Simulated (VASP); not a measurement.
Run report: Ge, single-point calculation (part 2 of 2)

The same run, continued: Ge (P1, 8 atoms in the cell); Kohn-Sham DFT of a periodic cell, PBE, VASP PAW PBE potentials, recommended, no spin polarisation (VASP 6.6.1); cutoff 520 eV, 8×8×2 k-mesh, fermi-dirac of 0.05 eV. The structure derives from a Materials Project entry. It belongs to a series of runs on one base structure; here: atoms moved at random by about 0.05 A.

Geometry of the input (Å; fractional positions):
```
4.0031  0.0000  0.0000
-2.0016  3.4668  0.0000
0.0000  0.0000  13.1567
Ge 0.3346  0.6727  0.1566
Ge 0.6813  0.3351  0.8438
Ge 0.6702  0.3385  0.6539
Ge 0.3350  0.6674  0.3412
Ge 0.0079  0.0066  0.0930
Ge 0.0081  -0.0033  0.9077
Ge 0.0035  0.0178  0.5979
Ge -0.0003  0.0062  0.4094
```

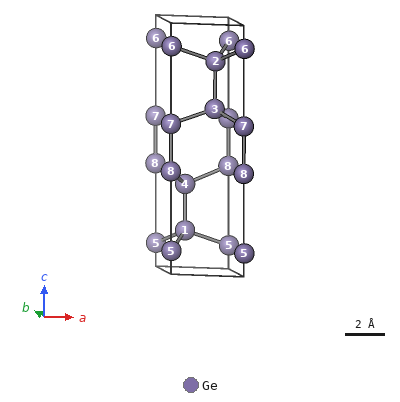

Figure 1. The structure (ball-and-stick view of the cell of the calculation, seen slightly off an axis; atoms are numbered from 1 in the order of the input).

**Parts of OUTCAR, continued**
```
 k-point     2 :       0.1250   -0.0000    0.0000
  band No.  band energies     occupation
      1     -20.0680      2.00000
      2     -20.0451      2.00000
      3     -19.9868      2.00000
      4     -19.9709      2.00000
      5     -19.9630      2.00000
      6     -19.9264      2.00000
      7     -19.9249      2.00000
      8     -19.9196      2.00000
      9     -19.8935      2.00000
     10     -19.8895      2.00000
     11     -19.8760      2.00000
     12     -19.8601      2.00000
     13     -19.8428      2.00000
     14     -19.8391      2.00000
     15     -19.8208      2.00000
     16     -19.8159      2.00000
     17     -19.8048      2.00000
     18     -19.7998      2.00000
     19     -19.7888      2.00000
     20     -19.7850      2.00000
     21     -19.7681      2.00000
     22     -19.7560      2.00000
     23     -19.7256      2.00000
     24     -19.7214      2.00000
     25     -19.6981      2.00000
     26     -19.6845      2.00000
     27     -19.6817      2.00000
     28     -19.6654      2.00000
     29     -19.6485      2.00000
     30     -19.6445      2.00000
     31     -19.6324      2.00000
     32     -19.6284      2.00000
     33     -19.6258      2.00000
     34     -19.6027      2.00000
     35     -19.5953      2.00000
     36     -19.5920      2.00000
     37     -19.5730      2.00000
     38     -19.5675      2.00000
     39     -19.5306      2.00000
     40     -19.5241      2.00000
     41      -7.6555      2.00000
     42      -7.0251      2.00000
     43      -6.7922      2.00000
     44      -5.5591      2.00000
     45      -2.6447      2.00000
     46       0.0131      2.00000
     47       0.0486      2.00000
     48       2.0707      2.00000
     49       2.6860      2.00000
     50       2.8846      2.00000
     51       3.1096      2.00000
     52       3.1883      2.00000
     53       3.6077      2.00000
     54       3.8698      2.00000
     55       4.5287      1.99972
     56       4.7180      1.98782
     57       6.0696      0.00000
     58       6.2572      0.00000
     59       6.4343      0.00000
     60       6.9386      0.00000
     61       7.5326      0.00000
     62       7.7527      0.00000
     63       7.8179      0.00000
     64       8.0963      0.00000
     65       8.6212      0.00000
     66       8.8395      0.00000

 k-point     3 :       0.0000    0.1250    0.0000
  band No.  band energies     occupation
      1     -20.0663      2.00000
      2     -20.0442      2.00000
      3     -19.9829      2.00000
      4     -19.9742      2.00000
      5     -19.9666      2.00000
      6     -19.9289      2.00000
      7     -19.9230      2.00000
      8     -19.9182      2.00000
      9     -19.8948      2.00000
     10     -19.8850      2.00000
     11     -19.8803      2.00000
     12     -19.8615      2.00000
     13     -19.8415      2.00000
     14     -19.8391      2.00000
     15     -19.8199      2.00000
     16     -19.8146      2.00000
     17     -19.8043      2.00000
     18     -19.8003      2.00000
     19     -19.7881      2.00000
     20     -19.7844      2.00000
     21     -19.7705      2.00000
     22     -19.7569      2.00000
     23     -19.7252      2.00000
     24     -19.7217      2.00000
     25     -19.6977      2.00000
     26     -19.6845      2.00000
     27     -19.6825      2.00000
     28     -19.6663      2.00000
     29     -19.6503      2.00000
     30     -19.6412      2.00000
     31     -19.6324      2.00000
     32     -19.6295      2.00000
     33     -19.6265      2.00000
     34     -19.6017      2.00000
     35     -19.5961      2.00000
     36     -19.5898      2.00000
     37     -19.5737      2.00000
     38     -19.5672      2.00000
     39     -19.5298      2.00000
     40     -19.5244      2.00000
     41      -7.6554      2.00000
     42      -7.0256      2.00000
     43      -6.7907      2.00000
     44      -5.5583      2.00000
     45      -2.6456      2.00000
     46       0.0106      2.00000
     47       0.0470      2.00000
     48       2.0823      2.00000
     49       2.7221      2.00000
     50       2.8381      2.00000
     51       3.0760      2.00000
     52       3.1470      2.00000
     53       3.5950      2.00000
     54       3.9360      2.00000
     55       4.5247      1.99974
     56       4.7550      1.97465
     57       6.0669      0.00000
     58       6.2590      0.00000
     59       6.4343      0.00000
     60       6.9498      0.00000
     61       7.5534      0.00000
     62       7.7422      0.00000
     63       7.8081      0.00000
     64       8.1031      0.00000
     65       8.6533      0.00000
     66       8.8073      0.00000

 k-point     4 :      -0.1250    0.1250    0.0000
  band No.  band energies     occupation
      1     -20.0674      2.00000
      2     -20.0481      2.00000
      3     -19.9894      2.00000
      4     -19.9690      2.00000
      5     -19.9593      2.00000
      6     -19.9303      2.00000
      7     -19.9248      2.00000
      8     -19.9176      2.00000
      9     -19.8946      2.00000
     10     -19.8870      2.00000
     11     -19.8789      2.00000
     12     -19.8615      2.00000
     13     -19.8422      2.00000
     14     -19.8378      2.00000
     15     -19.8222      2.00000
     16     -19.8165      2.00000
     17     -19.8058      2.00000
     18     -19.7983      2.00000
     19     -19.7890      2.00000
     20     -19.7836      2.00000
     21     -19.7629      2.00000
     22     -19.7579      2.00000
     23     -19.7255      2.00000
     24     -19.7226      2.00000
     25     -19.6981      2.00000
     26     -19.6847      2.00000
     27     -19.6841      2.00000
     28     -19.6638      2.00000
     29     -19.6507      2.00000
     30     -19.6402      2.00000
     31     -19.6319      2.00000
     32     -19.6294      2.00000
     33     -19.6272      2.00000
     34     -19.6023      2.00000
     35     -19.5960      2.00000
     36     -19.5901      2.00000
     37     -19.5715      2.00000
     38     -19.5677      2.00000
     39     -19.5314      2.00000
     40     -19.5247      2.00000
     41      -7.6539      2.00000
     42      -7.0225      2.00000
     43      -6.7924      2.00000
     44      -5.5580      2.00000
     45      -2.6470      2.00000
     46       0.0149      2.00000
     47       0.0290      2.00000
     48       2.0062      2.00000
     49       2.6297      2.00000
     50       2.8775      2.00000
     51       3.1522      2.00000
     52       3.1863      2.00000
     53       3.7114      2.00000
     54       3.8686      2.00000
     55       4.5182      1.99978
     56       4.7624      1.97071
     57       6.0726      0.00000
     58       6.2629      0.00000
     59       6.4403      0.00000
     60       6.9449      0.00000
     61       7.6153      0.00000
     62       7.7015      0.00000
     63       7.8012      0.00000
     64       8.1291      0.00000
     65       8.6575      0.00000
     66       8.7387      0.00000

 k-point     5 :       0.2500   -0.0000    0.0000
  band No.  band energies     occupation
      1     -20.0776      2.00000
      2     -20.0525      2.00000
      3     -19.9975      2.00000
      4     -19.9573      2.00000
      5     -19.9510      2.00000
      6     -19.9312      2.00000
      7     -19.9269      2.00000
      8     -19.9053      2.00000
      9     -19.8983      2.00000
     10     -19.8938      2.00000
     11     -19.8707      2.00000
     12     -19.8510      2.00000
     13     -19.8402      2.00000
     14     -19.8345      2.00000
     15     -19.8236      2.00000
     16     -19.8154      2.00000
     17     -19.8035      2.00000
     18     -19.7907      2.00000
     19     -19.7767      2.00000
     20     -19.7758      2.00000
     21     -19.7642      2.00000
     22     -19.7438      2.00000
     23     -19.7324      2.00000
     24     -19.7148      2.00000
     25     -19.7140      2.00000
     26     -19.6884      2.00000
     27     -19.6853      2.00000
     28     -19.6737      2.00000
     29     -19.6585      2.00000
     30     -19.6534      2.00000
     31     -19.6413      2.00000
     32     -19.6249      2.00000
     33     -19.6221      2.00000
     34     -19.6023      2.00000
     35     -19.5910      2.00000
     36     -19.5886      2.00000
     37     -19.5850      2.00000
     38     -19.5667      2.00000
     39     -19.5276      2.00000
     40     -19.5186      2.00000
     41      -7.1639      2.00000
     42      -6.5422      2.00000
     43      -6.3125      2.00000
     44      -5.0536      2.00000
     45      -2.7923      2.00000
     46      -0.8682      2.00000
     47      -0.7152      2.00000
     48       0.6647      2.00000
     49       0.9110      2.00000
     50       1.9327      2.00000
     51       2.2975      2.00000
     52       2.4829      2.00000
     53       3.0167      2.00000
     54       3.2814      2.00000
     55       3.7685      2.00000
     56       4.1494      2.00000
     57       5.9239      0.00000
     58       6.1561      0.00000
     59       6.3881      0.00000
     60       6.9540      0.00000
     61       7.7318      0.00000
     62       7.8165      0.00000
     63       8.4521      0.00000
     64       9.0603      0.00000
     65       9.4517      0.00000
     66      10.0301      0.00000

 [... the levels of 18 k-points are left out ...]

 k-point    24 :      -0.1250    0.5000    0.0000
  band No.  band energies     occupation
      1     -20.0888      2.00000
      2     -20.0376      2.00000
      3     -20.0185      2.00000
      4     -19.9495      2.00000
      5     -19.9373      2.00000
      6     -19.9344      2.00000
      7     -19.9307      2.00000
      8     -19.9131      2.00000
      9     -19.8993      2.00000
     10     -19.8765      2.00000
     11     -19.8604      2.00000
     12     -19.8494      2.00000
     13     -19.8432      2.00000
     14     -19.8332      2.00000
     15     -19.8166      2.00000
     16     -19.8080      2.00000
     17     -19.7966      2.00000
     18     -19.7887      2.00000
     19     -19.7846      2.00000
     20     -19.7589      2.00000
     21     -19.7509      2.00000
     22     -19.7368      2.00000
     23     -19.7294      2.00000
     24     -19.7226      2.00000
     25     -19.7169      2.00000
     26     -19.6974      2.00000
     27     -19.6883      2.00000
     28     -19.6803      2.00000
     29     -19.6702      2.00000
     30     -19.6604      2.00000
     31     -19.6576      2.00000
     32     -19.6258      2.00000
     33     -19.6167      2.00000
     34     -19.6050      2.00000
     35     -19.5994      2.00000
     36     -19.5867      2.00000
     37     -19.5745      2.00000
     38     -19.5597      2.00000
     39     -19.5347      2.00000
     40     -19.5090      2.00000
     41      -5.8988      2.00000
     42      -5.4106      2.00000
     43      -5.1580      2.00000
     44      -3.9750      2.00000
     45      -3.8016      2.00000
     46      -2.7928      2.00000
     47      -2.4545      2.00000
     48      -1.7689      2.00000
     49       0.6975      2.00000
     50       1.0871      2.00000
     51       1.4007      2.00000
     52       1.9083      2.00000
     53       2.2752      2.00000
     54       2.6234      2.00000
     55       2.7597      2.00000
     56       3.0061      2.00000
     57       5.8425      0.00000
     58       6.0977      0.00000
     59       6.6448      0.00000
     60       7.3243      0.00000
     61       7.6127      0.00000
     62       8.1487      0.00000
     63       8.4490      0.00000
     64       8.9071      0.00000
     65       9.2518      0.00000
     66       9.8128      0.00000

 [... further k-points ...]

------------------------ aborting loop because EDIFF is reached ----------------------------------------

  FORCE on cell =-STRESS in cart. coord.  units (eV):
  Direction    XX          YY          ZZ          XY          YZ          ZX
  --------------------------------------------------------------------------------------
  -------------------------------------------------------------------------------------
  Total        3.6374870      3.3863401      3.1819724     -0.4293991      0.2323861      0.1534423
  in kB       31.9181620     29.7144028     27.9211199     -3.7678842      2.0391375      1.3464232
  external PRESSURE =      29.8512282 kB  Pullay stress =       0.0000000 kB

 VOLUME and BASIS-vectors are now :
 -----------------------------------------------------------------------------
  energy-cutoff  :      520.00
  volume of cell :      182.59
      direct lattice vectors                 reciprocal lattice vectors
     4.003115881  0.000000000  0.000000000     0.249805409  0.144225220  0.000000000
    -2.001557941  3.466800048  0.000000000     0.000000000  0.288450440  0.000000000
     0.000000000  0.000000000 13.156706860     0.000000000  0.000000000  0.076006862

 POSITION                                       TOTAL-FORCE (eV/Angst)
 -----------------------------------------------------------------------------------
     -0.00694      2.33226      2.06038         0.258705      0.007260     -0.328619
      2.05660      1.16177     11.10126        -0.186625     -0.178100     -0.027623
      2.00554      1.17345      8.60257        -0.295030      0.497734      0.609181
      0.00531      2.31389      4.48942        -0.175642      0.175601      0.713599
      0.01850      0.02281      1.22339        -0.248668     -0.024066      0.114439
     -1.96256      3.45523     11.94254         0.149958      0.193273     -0.174522
     -0.02161      0.06167      7.86674         0.321081     -0.517924     -0.682365
      3.98951      0.02150      5.38642         0.176221     -0.153780     -0.224090
 -----------------------------------------------------------------------------------
    total drift:                                0.000291     -0.002971      0.004486

  FREE ENERGIE OF THE ION-ELECTRON SYSTEM (eV)
  ---------------------------------------------------
  free  energy   TOTEN  =       -35.9125883692 eV

  energy  without entropy=      -35.9096779670  energy(sigma->0) =      -35.91113317
```

**CONTCAR**
```
Ge
   1.00000000000000
     4.0031158814000003    0.0000000000000000    0.0000000000000000
    -2.0015579407000001    3.4668000476000000    0.0000000000000000
     0.0000000000000000    0.0000000000000000   13.1567068599999999
  Ge
     8
Direct
     0.3346370000000007    0.6727399999999975    0.1566029999999969
     0.6813069999999968    0.3351139999999972    0.8437720000000013
     0.6702349999999981    0.3384810000000016    0.6538540000000026
     0.3350480000000005    0.6674420000000012    0.3412270000000035
     0.0079119999999975    0.0065790000000021    0.0929860000000033
     0.0080740000000006    0.9966620000000006    0.9077150000000032
     0.0034959999999984    0.0177880000000030    0.5979260000000011
     0.9997019999999992    0.0062009999999972    0.4094049999999996

  0.00000000E+00  0.00000000E+00  0.00000000E+00
  0.00000000E+00  0.00000000E+00  0.00000000E+00
  0.00000000E+00  0.00000000E+00  0.00000000E+00
  0.00000000E+00  0.00000000E+00  0.00000000E+00
  0.00000000E+00  0.00000000E+00  0.00000000E+00
  0.00000000E+00  0.00000000E+00  0.00000000E+00
  0.00000000E+00  0.00000000E+00  0.00000000E+00
  0.00000000E+00  0.00000000E+00  0.00000000E+00
```

**Results in brief**

- outcome: converged
- space group (tolerance 0.01 Å): P1 (1)
- electrons treated: 112
- free energy: −35.9126 eV
- Fermi energy: 4.973 eV
- gap on the k-point mesh: none (metallic)
- pressure: 2.99 GPa
- largest force (length of the vector): 0.915 eV/Å
- hardware: 1 thread of Intel Xeon (Granite Rapids), 128 GiB of memory available, shared host
- wall time: 8.5 min
- peak memory: 0.64 GiB
